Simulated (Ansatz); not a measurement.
# Hf4C: a trial structure relaxed, part 1 of 2

The task: take a trial cell of Hf4C to zero force and stress.

Program: Ansatz 0.2.0. Level of theory: DFT PBE, scalar-relativistic, plane waves, PAW. These are calculated values, not measurements.

## (1) The structure to begin with

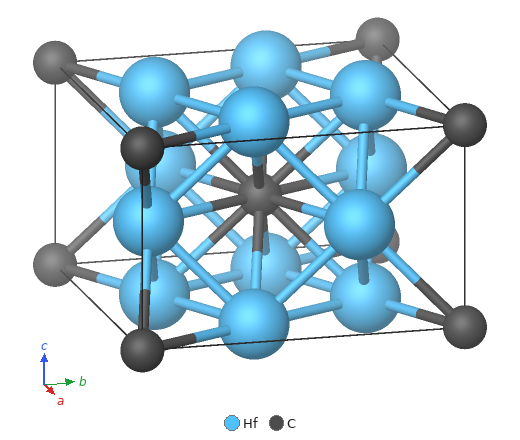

Start, viewed slightly off an axis; hafnium blue, carbon dark grey. Atoms on the faces are drawn again on the opposite ones. The cell drawn here is the conventional one.

As a file:

```cif
data_structure
_symmetry_space_group_name_H-M 'P 1'
_symmetry_Int_Tables_number 1
_cell_length_a 4.9095
_cell_length_b 4.9095
_cell_length_c 4.9095
_cell_angle_alpha 99.464
_cell_angle_beta 99.464
_cell_angle_gamma 132.156
_cell_volume 80.19
loop_
_atom_site_label
_atom_site_type_symbol
_atom_site_fract_x
_atom_site_fract_y
_atom_site_fract_z
_atom_site_occupancy
Hf1 Hf 0.40000 0.20000 0.60000 1
Hf2 Hf 0.20000 0.60000 0.80000 1
Hf3 Hf 0.60000 0.80000 0.40000 1
Hf4 Hf 0.80000 0.40000 0.20000 1
C1 C 0.00000 0.00000 0.00000 1
```

A structure generator made this guess: species swapped into a database cell of HoAu4 (I4/m, No. 87), with C on the Ho sites and Hf on the Au sites. The dimensions are guesses.

## (2) A first look at the guess

The input, input.yaml:

```yaml
crystal:
  lattice:
    - [-3.17334879, 3.17334879, 1.99079527]
    - [3.17334879, -3.17334879, 1.99079527]
    - [3.17334879, 3.17334879, -1.99079527]
  atoms:
    - { symbol: Hf, position: [0.40000001, 0.20000001, 0.60000002] }
    - { symbol: Hf, position: [0.20000001, 0.59999999, 0.8] }
    - { symbol: Hf, position: [0.59999999, 0.79999999, 0.39999998] }
    - { symbol: Hf, position: [0.79999999, 0.40000001, 0.2] }
    - { symbol: C, position: [0.0, 0.0, 0.0] }
basis:
  ecutwfc: 420
kpoints:
  mp_grid: { grid: [6, 6, 6] }
hamiltonian:
  xc: pbe
scf:
  occupations: { method: gaussian, width: 0.1 }
  lower_state_search: "off"
output:
  forces: true
  stress: true
  eigenvalues: true
```

Command:

```console
$ ansatz run input.yaml --threads 1 --pin off --max-ram 2560MiB --backend cpu --events-out ev --progress --plain --runs-dir out
```

The program printed, cut to the lines that bear on the results:

```text
Warning: RAYON_NUM_THREADS=1 ignored (pool sized by the plan → 1); use --threads N
[...]
Pseudopotentials: kind: paw
Pseudopotential: Hf, paw, valence charge 26, recommended cutoff 420 eV (normal), Hf.paw.azcp
Pseudopotential: C, paw, valence charge 4, recommended cutoff 420 eV (normal), C.paw.azcp
Functional definition: PBE
[...]
Crystal: 5 atoms, lattice volume = 80.190 Å³
Basis set: ecut = 420 eV, 1583 PW (Γ), exchange–correlation on 72×72×72 points (8 copies of the dense FFT grid, shifted against one another)
Bands: 65, of which v1, the nominal top of the filled ones, is band 54 counted from 1 (53 counted from 0)
Symmetry: 8 space group operations
Space group: I4/m (ITA 87), of the structure as read, at distance tolerance 4.3e-5 Å
k-points: 36 of 216
[...]
SCF iter   1: F=—  HF=-63131.255612 eV  |F-HF|=—  |Δ(HF+E_count)|=         —  Δρ=5.97e-3  dr2=2.85e-2  ethr=1.77e-3  ⟨swp⟩=4.6  Hψ=6683  notcnv=0  defer=8
[...]
SCF iter   7: F=-63131.249526 eV  HF=-63131.249526 eV  |F-HF|=9.84e-9  |Δ(HF+E_count)|=   1.42e-7  Δρ=1.22e-5  dr2=8.87e-8  ethr=9.26e-11  ⟨swp⟩=8.1  Hψ=12189  notcnv=0
[...]
SCF converged after 7 iterations
Free energy (F): -63131.249526 eV
[...]
E sigma→0 (E₀):  -63131.235987 eV
Entropy (-TS):   -0.027079 eV (-5.416 meV/atom)
Fermi energy:    23.273928 eV
[...]
--- Forces (eV/Å), atoms counted from 1 ---
  atom   1  Hf     1.05037237    -1.67546707     0.00000000
  atom   2  Hf     1.67546707     1.05037237     0.00000000
  atom   3  Hf    -1.05037237     1.67546707    -0.00000000
  atom   4  Hf    -1.67546707    -1.05037237     0.00000000
  atom   5  C      0.00000000     0.00000000     0.00000000
[...]
--- Stress (GPa, compression-positive) ---
       27.428279      -0.000002      -0.000000
        0.000002      27.428279       0.000000
       -0.000000       0.000000      17.146246
  P = ⅓ Tr σ = 24.0009 GPa (240.009 kbar)
--- Band table (eV; the first three rows and the last of 36) ---
[...]
```

Wall time 26 s (1 thread of Intel Xeon at 2.50GHz (Skylake/Cascade Lake), shared host); peak memory 0.47 GiB.

From the probe: pressure 24.0 GPa, largest force 1.98 eV/Å, gap on this mesh none (metal). A guess like this is first relaxed loosely on the coarse mesh.

## (3) A loose first relaxation

Changes to input.yaml since step 2:

```diff
@@ -24 +24,6 @@
   eigenvalues: true
+relax:
+  adjacent_minimum: "off"
+  f_tol: 0.04
+  max_steps: 70
+  cell: { stress_tol: 0.4 }
```

Command:

```console
$ ansatz run input.yaml --threads 1 --pin off --max-ram 2560MiB --backend cpu --events-out ev --progress --plain --runs-dir out
```

The program printed:

```text
Warning: RAYON_NUM_THREADS=1 ignored (pool sized by the plan → 1); use --threads N
Engine: ansatz 0.2.0, x86_64-unknown-linux-gnu
[... 4 set-up lines as earlier in the session ...]
  parameter kappa = 0.804
  parameter beta = 0.06672455060314922
  exchange = pbe_x(kappa = kappa, mu = beta*pi^2/3)
  correlation = pbe_c(beta = beta)
Crystal: 5 atoms, lattice volume = 80.190 Å³
Basis set: ecut = 420 eV, 1583 PW (Γ), exchange–correlation on 72×72×72 points (8 copies of the dense FFT grid, shifted against one another)
Bands: 65, of which v1, the nominal top of the filled ones, is band 54 counted from 1 (53 counted from 0)
[... 2 set-up lines as earlier in the session ...]
k-points: 36 of 216
Non-local potential: Hf, projectors of the file, l = 0: 3, l = 1: 2, l = 2: 2, l = 3: 3
Non-local potential: C, projectors of the file, l = 0: 2, l = 1: 2, l = 2: 1
PAW form: soft (Blöchl's): semilocal exchange-correlation on the pseudo side does not see the compensation charge
PAW one-centre angular grid: Hf, 590 points (default); XC on 64 Gauss nodes
PAW one-centre angular grid: C, 110 points (default); XC on 64 Gauss nodes
Initial density: superposition of atomic densities (neutral atoms: chi_scale 0, normalization atom), corrected by the library's trained network
Initial wavefunctions: pseudopotential atomic-orbital guess
Functional: x = pbe(κ = 0.804, μ = 0.2195149727645171), c = pbe(β = 0.06672455060314922)
SCF iter   1: F=—  HF=-63131.255612 eV  |F-HF|=—  |Δ(HF+E_count)|=         —  Δρ=5.97e-3  dr2=2.85e-2  ethr=1.77e-3  ⟨swp⟩=4.6  Hψ=6683  notcnv=0  defer=8
preconditioner: auto → Kerker (q_TF=auto, 2.867 Å⁻¹)  [metal: Δε(μ)=0.003 eV  Ē_g=16.968 eV  σ=0.100 eV  W_gap=0.02  n_scr=36 (ndim 8)  ℏωp=41.5 eV  f_vac=0.000  D(μ)=5.44/eV (n_scr^D=62)]
SCF iter   2: F=—  HF=-63131.250664 eV  |F-HF|=—  |Δ(HF+E_count)|=   4.95e-3  Δρ=3.36e-3  dr2=8.46e-3  ethr=2.64e-5  ⟨swp⟩=1.9  Hψ=2859  notcnv=0  defer=24
SCF iter   3: F=—  HF=-63131.249841 eV  |F-HF|=—  |Δ(HF+E_count)|=   8.23e-4  Δρ=9.38e-4  dr2=8.94e-4  ethr=7.84e-6  ⟨swp⟩=2.4  Hψ=3908  notcnv=0  defer=24
SCF iter   4: F=—  HF=-63131.249659 eV  |F-HF|=—  |Δ(HF+E_count)|=   1.82e-4  Δρ=4.42e-4  dr2=1.56e-4  ethr=8.28e-7  ⟨swp⟩=2.0  Hψ=4146  notcnv=0  defer=24
SCF iter   5: F=—  HF=-63131.249523 eV  |F-HF|=—  |Δ(HF+E_count)|=   1.35e-4  Δρ=1.91e-4  dr2=2.73e-5  ethr=1.44e-7  ⟨swp⟩=2.0  Hψ=4138  notcnv=0  defer=24
SCF iter   6: F=—  HF=-63131.249526 eV  |F-HF|=—  |Δ(HF+E_count)|=   2.54e-6  Δρ=5.47e-5  dr2=2.27e-6  ethr=2.53e-8  ⟨swp⟩=3.0  Hψ=4241  notcnv=0  defer=24
SCF iter   7: F=-63131.249526 eV  HF=-63131.249526 eV  |F-HF|=9.90e-9  |Δ(HF+E_count)|=   1.42e-7  Δρ=1.22e-5  dr2=8.87e-8  ethr=9.26e-11  ⟨swp⟩=8.1  Hψ=12181  notcnv=0
SCF 1 converged in 7 iterations: F = -63131.249526 eV  dr2 = 8.87e-8
relax step   1: F+E_penalty+E_count = -63131.24952582 eV  Δ(F+E_penalty+E_count) = +0.000e0 eV  max|allowed force component| = 1.675e0 eV/Å  Δτ_max = 0.0000 Å  P = +24.001 GPa  Ω = 80.190 Å³  (7 SCF iters, dr2 threshold 1.00e-7 eV, accepted)
[... from here on, the SCF cycles and remarks between the steps are left out ...]
relax step   2: F+E_penalty+E_count = -63132.32051162 eV  Δ(F+E_penalty+E_count) = -1.071e0 eV  max|allowed force component| = 8.712e-1 eV/Å  Δτ_max = 0.1144 Å  P = +3.123 GPa  Ω = 90.794 Å³  energy of the carried Pulay correction = -8.131e-3 eV  (8 SCF iters, dr2 threshold 5.00e-7 eV, accepted)
relax step   3: F+E_penalty+E_count = -63132.42051554 eV  Δ(F+E_penalty+E_count) = -1.000e-1 eV  max|allowed force component| = 5.125e-1 eV/Å  Δτ_max = 0.0260 Å  P = +2.567 GPa  Ω = 91.337 Å³  energy of the carried Pulay correction = -8.521e-3 eV  (6 SCF iters, dr2 threshold 5.00e-7 eV, accepted)
relax step   4: F+E_penalty+E_count = -63132.47939757 eV  Δ(F+E_penalty+E_count) = -5.888e-2 eV  max|allowed force component| = 1.420e-2 eV/Å  Δτ_max = 0.0373 Å  P = -0.718 GPa  Ω = 94.463 Å³  energy of the carried Pulay correction = -1.072e-2 eV  (7 SCF iters, dr2 threshold 5.00e-7 eV, accepted)
relax step   5: F+E_penalty+E_count = -63132.48355397 eV  Δ(F+E_penalty+E_count) = -4.156e-3 eV  max|allowed force component| = 9.092e-2 eV/Å  Δτ_max = 0.0045 Å  P = -0.174 GPa  Ω = 93.946 Å³  energy of the carried Pulay correction = -1.036e-2 eV  (6 SCF iters, dr2 threshold 5.00e-7 eV, accepted)
relax step   6: F+E_penalty+E_count = -63132.50423628 eV  Δ(F+E_penalty+E_count) = -2.068e-2 eV  max|allowed force component| = 1.897e-1 eV/Å  Δτ_max = 0.0183 Å  P = +0.102 GPa  Ω = 93.715 Å³  energy of the carried Pulay correction = -1.020e-2 eV  (7 SCF iters, dr2 threshold 5.00e-7 eV, accepted)
relax step   7: F+E_penalty+E_count = -63132.62520531 eV  Δ(F+E_penalty+E_count) = -1.210e-1 eV  max|allowed force component| = 4.139e-1 eV/Å  Δτ_max = 0.0439 Å  P = +0.420 GPa  Ω = 93.330 Å³  energy of the carried Pulay correction = -9.929e-3 eV  (7 SCF iters, dr2 threshold 5.00e-7 eV, accepted)
relax step   8: F+E_penalty+E_count = -63133.03955708 eV  Δ(F+E_penalty+E_count) = -4.144e-1 eV  max|allowed force component| = 8.608e-1 eV/Å  Δτ_max = 0.0823 Å  P = +1.240 GPa  Ω = 92.510 Å³  energy of the carried Pulay correction = -9.353e-3 eV  (8 SCF iters, dr2 threshold 5.00e-7 eV, accepted)
relax step   9: F+E_penalty+E_count = -63133.64741433 eV  Δ(F+E_penalty+E_count) = -6.079e-1 eV  max|allowed force component| = 9.095e-1 eV/Å  Δτ_max = 0.1039 Å  P = -0.687 GPa  Ω = 94.428 Å³  energy of the carried Pulay correction = -1.069e-2 eV  (8 SCF iters, dr2 threshold 5.00e-7 eV, accepted)
relax step  10: F+E_penalty+E_count = -63134.39442312 eV  Δ(F+E_penalty+E_count) = -7.470e-1 eV  max|allowed force component| = 1.028e0 eV/Å  Δτ_max = 0.0882 Å  P = +4.363 GPa  Ω = 91.581 Å³  energy of the carried Pulay correction = -8.694e-3 eV  (8 SCF iters, dr2 threshold 5.00e-7 eV, accepted)
relax step  11: F+E_penalty+E_count = -63134.82081488 eV  Δ(F+E_penalty+E_count) = -4.264e-1 eV  max|allowed force component| = 8.500e-2 eV/Å  Δτ_max = 0.1065 Å  P = +6.048 GPa  Ω = 92.876 Å³  energy of the carried Pulay correction = -9.611e-3 eV  (8 SCF iters, dr2 threshold 5.00e-7 eV, accepted)
relax step  12: F+E_penalty+E_count = -63134.90239887 eV  Δ(F+E_penalty+E_count) = -8.158e-2 eV  max|allowed force component| = 6.954e-2 eV/Å  Δτ_max = 0.0313 Å  P = -0.866 GPa  Ω = 98.350 Å³  energy of the carried Pulay correction = -1.334e-2 eV  (8 SCF iters, dr2 threshold 5.00e-7 eV, accepted)
relax step  13: F+E_penalty+E_count = -63134.90374096 eV  Δ(F+E_penalty+E_count) = -1.342e-3 eV  max|allowed force component| = 3.462e-2 eV/Å  Δτ_max = 0.0161 Å  P = +0.299 GPa  Ω = 97.904 Å³  energy of the carried Pulay correction = -1.304e-2 eV  (7 SCF iters, dr2 threshold 5.00e-7 eV, accepted)
relax step  14: F+E_penalty+E_count = -63134.90575984 eV  Δ(F+E_penalty+E_count) = -2.019e-3 eV  max|allowed force component| = 8.133e-4 eV/Å  Δτ_max = 0.0096 Å  P = -0.078 GPa  Ω = 97.890 Å³  energy of the carried Pulay correction = -1.303e-2 eV  (6 SCF iters, dr2 threshold 5.00e-7 eV, accepted)
relax step  15: F+E_penalty+E_count = -63135.11002949 eV  Δ(F+E_penalty+E_count) = -2.043e-1 eV  max|allowed force component| = 8.116e-3 eV/Å  Δτ_max = 0.0000 Å  P = +2.461 GPa  Ω = 97.890 Å³  stress off target by 6.34e0 GPa  SCF on the basis re-selected at this cell (its energy is not comparable with the rows above)  (8 SCF iters)
relax step  16: F+E_penalty+E_count = -63135.18543269 eV  Δ(F+E_penalty+E_count) = -7.540e-2 eV  max|allowed force component| = 3.748e-2 eV/Å  Δτ_max = 0.0134 Å  P = +0.835 GPa  Ω = 99.756 Å³  energy of the carried Pulay correction = -9.137e-4 eV  (7 SCF iters, dr2 threshold 5.00e-7 eV, accepted)
relax step  17: F+E_penalty+E_count = -63135.19199771 eV  Δ(F+E_penalty+E_count) = -6.565e-3 eV  max|allowed force component| = 3.204e-2 eV/Å  Δτ_max = 0.0083 Å  P = -0.408 GPa  Ω = 101.429 Å³  energy of the carried Pulay correction = -1.797e-3 eV  (7 SCF iters, dr2 threshold 5.00e-7 eV, accepted)
relax step  18: F+E_penalty+E_count = -63135.19757114 eV  Δ(F+E_penalty+E_count) = -5.573e-3 eV  max|allowed force component| = 5.203e-3 eV/Å  Δτ_max = 0.0063 Å  P = -0.045 GPa  Ω = 100.988 Å³  energy of the carried Pulay correction = -1.600e-3 eV  (6 SCF iters, dr2 threshold 5.00e-7 eV, accepted)
relax step  19: F+E_penalty+E_count = -63135.19944444 eV  Δ(F+E_penalty+E_count) = -1.873e-3 eV  max|allowed force component| = 4.775e-3 eV/Å  Δτ_max = 0.0000 Å  P = -0.052 GPa  Ω = 100.988 Å³  stress off target by 5.91e-2 GPa  SCF on the basis re-selected at this cell (its energy is not comparable with the rows above)  (6 SCF iters)
basis re-selected at this cell: Δ(F+E_penalty+E_count) = -1.873e-3 eV, ΔP = -0.006 GPa vs the last step (what re-selecting the basis moved, of the pressure what is left beyond the Pulay correction that the steps carried, after the strain that the cell walked since its last selection, with what the two solves' SCF thresholds leave and, on support functions, any second-order correction that the steps lacked; it is no measure of the basis error at this ecutwfc). This SCF's stress stands 5.91e-2 GPa from its target on what of the cell is left free (relax.cell.stress_tol is 4.00e-1 GPa) and its largest allowed force component is 4.77e-3 eV/Å (relax.f_tol is 4.00e-2 eV/Å): within both
SCF converged after 6 iterations
Free energy (F): -63135.199444 eV
Harris-Foulkes:  -63135.199444 eV  (|F-HF|=1.31e-10)
Internal energy: -63135.176888 eV  (E = F + TS)
E sigma→0 (E₀):  -63135.188166 eV
Entropy (-TS):   -0.022557 eV (-4.511 meV/atom)
Fermi energy:    17.970270 eV
--- Per-component energies (eV) ---
  E_band       = 12.134140
  E_kinetic    = 1783.112406
  E_local      = -21809.688287  (includes V_loc(G=0)·N_el)
  E_nonlocal   = -4949.524863
  E_hartree    = 10215.079629
  E_xc         = -1247.907729
  E_vxc        = -1123.629972  (∫ρ·V_xc dr)
  E_paw        = -27809.986295  (= ΣΔE_a)
  E_vpaw       = 5681.704754  (= ΣTr[D̂ρ^β])
  E_aug_tail   = 0.000001  (compensation charges beyond the density's cutoff)
  E_ewald      = -19316.261750
  E_smearing   = -0.022557  (= −TS)
  E_closure    = 0.000000  (closes the sum)
  Σ components = -63135.199444   (vs F -63135.199444, Δ=0.00e0)
--- Forces (eV/Å), atoms counted from 1 ---
  atom   1  Hf    -0.00012310    -0.00477491     0.00000000
  atom   2  Hf     0.00477491    -0.00012310     0.00000000
  atom   3  Hf     0.00012310     0.00477491     0.00000000
  atom   4  Hf    -0.00477491     0.00012310    -0.00000000
  atom   5  C     -0.00000000    -0.00000000     0.00000000
  max |Σ_I F_I| component: 8.67e-18 eV/Å
--- Stress (GPa, compression-positive) ---
       -0.059099      -0.000000      -0.000000
        0.000000      -0.059099       0.000000
       -0.000000       0.000000      -0.036317
  P = ⅓ Tr σ = -0.0515 GPa (-0.515 kbar)
--- Band table (eV; the first three rows and the last of 36) ---
  k-point 0: bands = ["-43.7086", "-43.6575", "-43.6178", "-43.6178", "-12.7109", "-12.5709", "-12.5709", "-12.5072", "-12.5072", "-12.5058", "-12.4366", "-12.2888", "-12.1720", "-12.0813", "-11.9518", "-11.9518", "6.2979", "6.3114", "6.3176", "6.3239", "6.3343", "6.3343", "6.3381", "6.3428", "6.3428", "6.3440", "6.3502", "6.3605", "6.3669", "6.3774", "6.3774", "6.3785", "6.3785", "6.3846", "6.4005", "6.4037", "6.4077", "6.4077", "6.4078", "6.4078", "6.4080", "6.4186", "6.4186", "6.4316", "7.7714", "12.8814", "14.3007", "14.8475", "14.8475", "16.1799", "17.1804", "17.1804", "17.5827", "18.1689", "18.5631", "18.5631", "19.3454", "19.3709", "20.4733", "21.3686", "21.3686", "21.3849", "21.3849", "21.7360", "22.4093"]
[... 3 lines left out ...]
--- Relaxed structure (17 steps of the walk, 17 accepted, 2 SCFs on fresh bases) ---
  F+E_penalty+E_count = -63135.19944444 eV   max|allowed force component| = 4.775e-3 eV/Å   (the final SCF, on the basis selected at the relaxed cell)
  cell:  # Å, volume = 100.9880 Å³
    - [-3.0702345634607004, 3.0702345634607004, 2.6783454800022977]
    - [3.0702345634607004, -3.0702345634607004, 2.6783454800022977]
    - [3.0702345634607004, 3.0702345634607004, -2.6783454800022977]
  atoms:
    - { symbol: Hf, position: [0.3257565769320855, 0.15788451106516785, 0.48364108799725336] }
    - { symbol: Hf, position: [0.15788451106516796, 0.6742434230679143, 0.8321279341330821] }
    - { symbol: Hf, position: [0.6742434230679145, 0.8421154889348319, 0.5163589120027464] }
    - { symbol: Hf, position: [0.8421154889348319, 0.3257565769320856, 0.16787206586691752] }
    - { symbol: C, position: [1.1753058740669086e-18, -9.737272503170684e-19, 2.0157862374985016e-19] }
```

Wall time 10 min (1 thread of Intel Xeon at 2.50GHz (Skylake/Cascade Lake), shared host); peak memory 0.51 GiB.

Step by step:

| step | E - E(step 1) (eV/cell) | largest force component (eV/Å) | pressure (GPa) | volume (Å³) |
| --- | --- | --- | --- | --- |
| 1 | 0.0000 | 1.6755 | 24.00 | 80.19 |
| 2 | -1.0710 | 0.8712 | 3.12 | 90.79 |
| 3 | -1.1710 | 0.5125 | 2.57 | 91.34 |
| 4 | -1.2299 | 0.0142 | -0.72 | 94.46 |
| 5 | -1.2340 | 0.0909 | -0.17 | 93.95 |
| 6 | -1.2547 | 0.1897 | 0.10 | 93.72 |
| 7 | -1.3757 | 0.4139 | 0.42 | 93.33 |
| 8 | -1.7900 | 0.8608 | 1.24 | 92.51 |
| 9 | -2.3979 | 0.9095 | -0.69 | 94.43 |
| 10 | -3.1449 | 1.0279 | 4.36 | 91.58 |
| 11 | -3.5713 | 0.0850 | 6.05 | 92.88 |
| 12 | -3.6529 | 0.0695 | -0.87 | 98.35 |
| 13 | -3.6542 | 0.0346 | 0.30 | 97.90 |
| 14 | -3.6562 | 0.0008 | -0.08 | 97.89 |
| 15 | -3.8605 | 0.0081 | 2.46 | 97.89 |
| 16 | -3.9359 | 0.0375 | 0.84 | 99.76 |
| 17 | -3.9425 | 0.0320 | -0.41 | 101.43 |
| 18 | -3.9480 | 0.0052 | -0.05 | 100.99 |
| 19 | -3.9499 | 0.0048 | -0.05 | 100.99 |

Step 1 is the start. Steps 15, 19 each repeat the geometry before them on a plane-wave basis chosen anew, so the energy can jump there without any move.

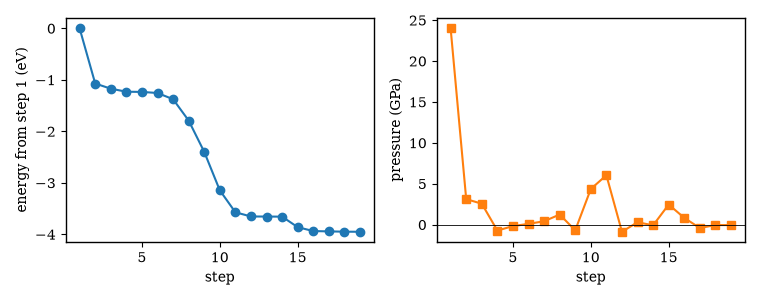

Energy and pressure along the relaxation.

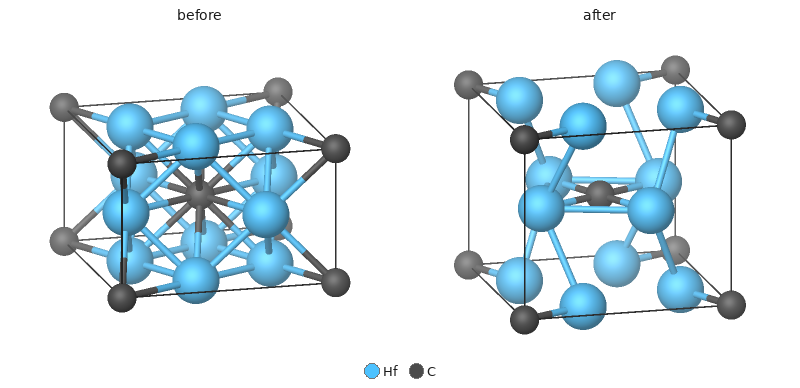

The structure before (left) and after (right) the relaxation, drawn at the same scale.

Lengths and angles in the start's conventional setting:

|  | before | after | change |
| --- | --- | --- | --- |
| a (Å) | 6.347 | 6.140 | -3.2 % |
| b (Å) | 6.347 | 6.140 | -3.2 % |
| c (Å) | 3.982 | 5.357 | +34.5 % |
| volume (Å³/atom) | 16.04 | 20.20 | +25.9 % |
| shortest distance (Å) | 2.827 | 2.223 | -21.4 % |
| space group (0.01 Å) | I4/m | I4/m | same |

Forces and stress were held to the start's 8 operations: a distortion of lower symmetry was not tested.

(Continued in part 2 of 2.)
